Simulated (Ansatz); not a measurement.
WS2: single-point calculation (part 2 of 2)

The same run, continued: WS2 (R3m, 48 atoms in the cell); DFT PBE, scalar-relativistic, plane waves, PAW, no spin polarisation (Ansatz 0.2.0); cutoff 420 eV, 2×2×2 k-mesh, Gaussian smearing of 0.01 eV. The structure derives from a Materials Project entry. It belongs to a series of runs on one base structure; here: the perfect crystal in a cell of 48 atoms.

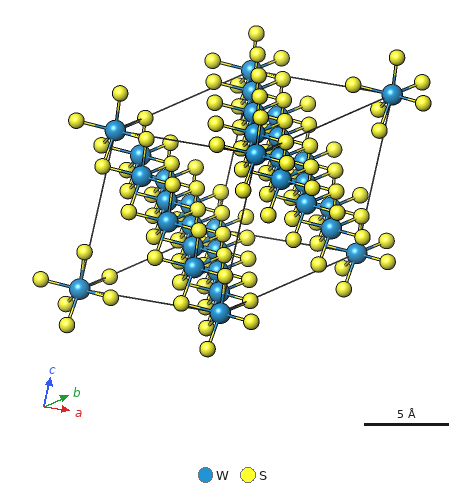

*The structure (ball-and-stick view of the cell of the calculation, seen at an oblique angle; bonded neighbours outside the cell are drawn too). An atom can appear more than once, as a periodic image.*

Output, continued
```
--- Forces (eV/Å), atoms counted from 1 ---
  atom   1  W     -0.00000000     0.00000000     0.00003584
  atom   2  W     -0.00000000     0.00000000     0.00003584
  atom   3  W      0.00000000     0.00000000     0.00003584
  atom   4  W     -0.00000000     0.00000000     0.00003584
  atom   5  W     -0.00000000     0.00000000     0.00003584
  atom   6  W      0.00000000     0.00000000     0.00003584
  atom   7  W     -0.00000000     0.00000000     0.00003584
  atom   8  W     -0.00000000     0.00000000     0.00003584
  atom   9  W     -0.00000000     0.00000000     0.00003584
  atom  10  W     -0.00000000     0.00000000     0.00003584
  atom  11  W     -0.00000000     0.00000000     0.00003584
  atom  12  W     -0.00000000     0.00000000     0.00003584
  atom  13  W     -0.00000000     0.00000000     0.00003584
  atom  14  W      0.00000000     0.00000000     0.00003584
  atom  15  W     -0.00000000     0.00000000     0.00003584
  atom  16  W     -0.00000000     0.00000000     0.00003584
  atom  17  S     -0.00000000     0.00000000     0.00098777
  atom  18  S     -0.00000000     0.00000000     0.00098777
  atom  19  S     -0.00000000     0.00000000     0.00098777
  atom  20  S     -0.00000000     0.00000000     0.00098777
  atom  21  S     -0.00000000     0.00000000     0.00098777
  atom  22  S     -0.00000000     0.00000000     0.00098777
  atom  23  S     -0.00000000     0.00000000     0.00098777
  atom  24  S     -0.00000000     0.00000000     0.00098777
  atom  25  S     -0.00000000     0.00000000     0.00098777
  atom  26  S     -0.00000000     0.00000000     0.00098777
  atom  27  S     -0.00000000     0.00000000     0.00098777
  atom  28  S     -0.00000000     0.00000000     0.00098777
  atom  29  S     -0.00000000     0.00000000     0.00098777
  atom  30  S     -0.00000000     0.00000000     0.00098777
  atom  31  S     -0.00000000     0.00000000     0.00098777
  atom  32  S      0.00000000     0.00000000     0.00098777
  atom  33  S     -0.00000000    -0.00000000    -0.00098421
  atom  34  S     -0.00000000    -0.00000000    -0.00098421
  atom  35  S      0.00000000    -0.00000000    -0.00098421
  atom  36  S     -0.00000000    -0.00000000    -0.00098421
  atom  37  S     -0.00000000    -0.00000000    -0.00098421
  atom  38  S     -0.00000000    -0.00000000    -0.00098421
  atom  39  S      0.00000000    -0.00000000    -0.00098421
  atom  40  S     -0.00000000    -0.00000000    -0.00098421
  atom  41  S      0.00000000    -0.00000000    -0.00098421
  atom  42  S     -0.00000000    -0.00000000    -0.00098421
  atom  43  S      0.00000000    -0.00000000    -0.00098421
  atom  44  S     -0.00000000    -0.00000000    -0.00098421
  atom  45  S     -0.00000000    -0.00000000    -0.00098421
  atom  46  S     -0.00000000    -0.00000000    -0.00098421
  atom  47  S      0.00000000    -0.00000000    -0.00098421
  atom  48  S     -0.00000000    -0.00000000    -0.00098421
  max |Σ_I F_I| component: 6.30e-4 eV/Å
--- Stress (GPa, compression-positive) ---
        0.001887       0.000000       0.000000
        0.000000       0.001887       0.000000
        0.000000       0.000000       0.008843
  P = ⅓ Tr σ = 0.0042 GPa (0.042 kbar)
--- Band table (eV) ---
  k-point 0: bands = ["-66.0763", "-66.0682", "-66.0682", "-66.0682", "-66.0682", "-66.0682", "-66.0682", "-66.0600", "-66.0600", "-66.0600", "-66.0600", "-66.0600", "-66.0600", "-66.0600", "-66.0600", "-66.0600", "-30.5258", "-30.5258", "-30.5258", "-30.4659", "-30.4659", "-30.4659", "-30.4659", "-30.4659", "-30.4659", "-30.3654", "-30.3654", "-30.3654", "-30.3654", "-30.3654", "-30.3654", "-30.3482", "-30.3393", "-30.3393", "-30.3393", "-30.3393", "-30.3393", "-30.3393", "-30.3182", "-30.3182",
      "-30.3182", "-30.3182", "-30.3182", "-30.3182", "-30.2880", "-30.2880", "-30.2880", "-30.2880", "-30.2880", "-30.2880", "-30.2879", "-30.2879", "-30.2879", "-30.2775", "-30.2775", "-30.2775", "-30.2391", "-30.2391", "-30.2391", "-30.2391", "-30.2391", "-30.2391", "-30.2004", "-30.2004", "-6.8364", "-5.9277", "-5.9277", "-5.9277", "-5.9160", "-5.9160", "-5.9160", "-5.2129", "-4.8890", "-4.8890", "-4.8890", "-4.8698", "-4.8698", "-4.8698", "-4.7710", "-4.7710",
      "-4.7710", "-4.7710", "-4.7710", "-4.7710", "-4.7404", "-4.7404", "-4.7404", "-4.4756", "-4.4756", "-4.4756", "-4.4517", "-4.4517", "-4.4517", "-4.4517", "-4.4517", "-4.4517", "1.4441", "1.4441", "1.4441", "1.5758", "2.2200", "2.2200", "2.2200", "2.2200", "2.2200", "2.2200", "2.3956", "2.3956", "2.3956", "2.4926", "2.4926", "2.4926", "2.6681", "2.6681", "2.6681", "2.6681", "2.6681", "2.6681", "2.7821", "2.7821",
      "2.7821", "3.4055", "3.4055", "3.4055", "3.4285", "3.4285", "3.4285", "3.4975", "3.4975", "3.4975", "3.7653", "3.7653", "3.7653", "3.7653", "3.7653", "3.7653", "4.0141", "4.0141", "4.0141", "4.0991", "4.0991", "4.0991", "4.3753", "4.3753", "4.3753", "4.3753", "4.3753", "4.3753", "4.4963", "4.4963", "4.4963", "4.5958", "4.5958", "4.5958", "4.5958", "4.5958", "4.5958", "5.0481", "5.0481", "5.2158",
      "5.2158", "5.2158", "5.2189", "5.2189", "5.2189", "5.7709", "5.7709", "5.7709", "5.7769", "5.8804", "5.8804", "5.8804", "5.8837", "5.8837", "5.8837", "5.9811", "5.9811", "5.9811", "5.9811", "5.9811", "5.9811", "6.1471", "6.1471", "6.1471", "6.2723", "6.2723", "6.3446", "6.3446", "6.3446", "6.6172", "6.6172", "6.6172", "6.9728", "6.9728", "6.9728", "7.0168", "7.0168", "7.0168", "7.0643", "7.0643",
      "7.0643", "7.2954", "7.2954", "7.2954", "7.2954", "7.2954", "7.2954", "7.8868", "10.0389", "10.0389", "10.0389", "10.3015", "10.3015", "10.3015", "10.3015", "10.3015", "10.3015", "10.3755", "10.3755", "10.3755", "10.4172", "10.4172", "10.4172", "10.4304", "10.4304", "10.4304", "10.7189", "10.7189", "10.7189", "10.7609", "10.7609", "10.9102", "10.9102", "10.9515", "10.9515", "10.9515", "11.1423", "11.1423", "11.1423", "11.1423",
      "11.1423", "11.1423", "11.1465", "11.1465", "11.1465", "11.1647", "11.1647", "11.1647", "11.3181", "11.3181", "11.3181", "11.3181", "11.3181", "11.3181", "11.9066", "11.9066"]
  k-point 1: bands = ["-66.0739", "-66.0739", "-66.0699", "-66.0699", "-66.0641", "-66.0641", "-66.0641", "-66.0641", "-66.0624", "-66.0624", "-66.0600", "-66.0600", "-66.0600", "-66.0600", "-66.0583", "-66.0583", "-30.5007", "-30.5007", "-30.5007", "-30.5007", "-30.4793", "-30.4793", "-30.4696", "-30.4696", "-30.4294", "-30.4294", "-30.4294", "-30.4294", "-30.3771", "-30.3771", "-30.3394", "-30.3394", "-30.3262", "-30.3262", "-30.3244", "-30.3244", "-30.3036", "-30.3036", "-30.3036", "-30.3036",
      "-30.3031", "-30.3031", "-30.3031", "-30.3031", "-30.2968", "-30.2968", "-30.2879", "-30.2879", "-30.2879", "-30.2879", "-30.2817", "-30.2817", "-30.2756", "-30.2756", "-30.2755", "-30.2755", "-30.2663", "-30.2662", "-30.2492", "-30.2492", "-30.2365", "-30.2365", "-30.2117", "-30.2117", "-6.5919", "-6.5795", "-6.1268", "-6.1268", "-5.3900", "-5.3900", "-5.3801", "-5.3801", "-5.1332", "-5.1314", "-5.1301", "-5.1084", "-4.9525", "-4.9525", "-4.7590", "-4.7590",
      "-4.7526", "-4.7526", "-4.6905", "-4.6905", "-4.6767", "-4.6767", "-4.6043", "-4.6025", "-4.4865", "-4.4865", "-4.4675", "-4.4675", "-4.4599", "-4.4599", "-4.3412", "-4.3412", "1.7676", "1.7676", "1.7787", "1.7787", "1.8110", "1.8780", "1.8825", "1.9379", "2.2665", "2.2665", "2.2756", "2.2756", "2.3652", "2.3652", "2.3674", "2.3674", "2.3948", "2.3948", "2.7161", "2.7161", "2.7287", "2.7287", "3.1492", "3.1565",
      "3.3830", "3.3830", "3.4426", "3.4426", "3.4766", "3.4959", "3.4987", "3.4987", "3.5215", "3.5215", "3.5651", "3.5651", "3.6113", "3.6113", "3.6276", "3.6276", "3.6425", "3.6425", "4.2598", "4.2598", "4.4321", "4.4321", "4.4342", "4.4356", "4.4446", "4.4446", "4.4590", "4.4590", "4.4946", "4.4946", "4.5029", "4.5029", "4.5765", "4.5765", "4.6858", "4.6892", "4.9702", "5.0144", "5.0144", "5.1708",
      "5.2914", "5.2917", "5.5575", "5.5575", "5.5617", "5.5617", "5.6155", "5.6155", "5.6199", "5.6199", "5.6204", "5.6204", "5.6298", "5.6298", "5.8231", "5.8231", "5.8645", "5.8929", "5.8929", "5.9029", "5.9033", "5.9059", "6.2587", "6.2587", "6.3467", "6.3467", "6.4241", "6.4300", "6.4313", "6.6305", "6.6305", "6.6371", "6.7064", "6.7156", "6.9805", "6.9805", "6.9825", "6.9825", "7.2419", "7.2419",
      "7.2628", "7.2628", "7.3005", "7.3005", "7.5958", "7.7080", "7.7080", "7.8088", "9.9343", "9.9343", "9.9631", "9.9631", "10.0433", "10.0433", "10.1497", "10.1497", "10.3263", "10.4920", "10.4920", "10.5000", "10.5000", "10.5097", "10.5175", "10.5197", "10.5724", "10.5724", "10.6184", "10.6617", "10.6652", "10.6701", "10.6934", "10.6934", "10.7033", "10.7057", "10.7354", "10.7354", "10.8070", "10.8070", "11.0783", "11.0783",
      "11.1099", "11.1099", "11.1595", "11.1595", "11.1966", "11.1996", "11.2468", "11.2468", "11.3267", "11.3267", "11.6865", "11.7213", "11.7213", "11.7236", "11.7546", "11.7546"]
```

Key numbers

| quantity | value |
| --- | --- |
| outcome | converged |
| space group (tolerance 0.01 Å) | R3m (160) |
| electrons treated | 416 |
| free energy | −195063.0603 eV |
| Fermi energy | 8.911 eV |
| gap on the k-point mesh | 2.05 eV |
| pressure | 0.00 GPa |
| largest force (length of the vector) | 0.001 eV/Å |
| hardware | 4 threads of Intel Xeon (Granite Rapids), 32 GiB of memory available, shared host |
| wall time | 13 s (CPU time 51 s) |
| peak memory | 2.7 GiB |

Notes

Spin–orbit coupling is left out, which matters for W.
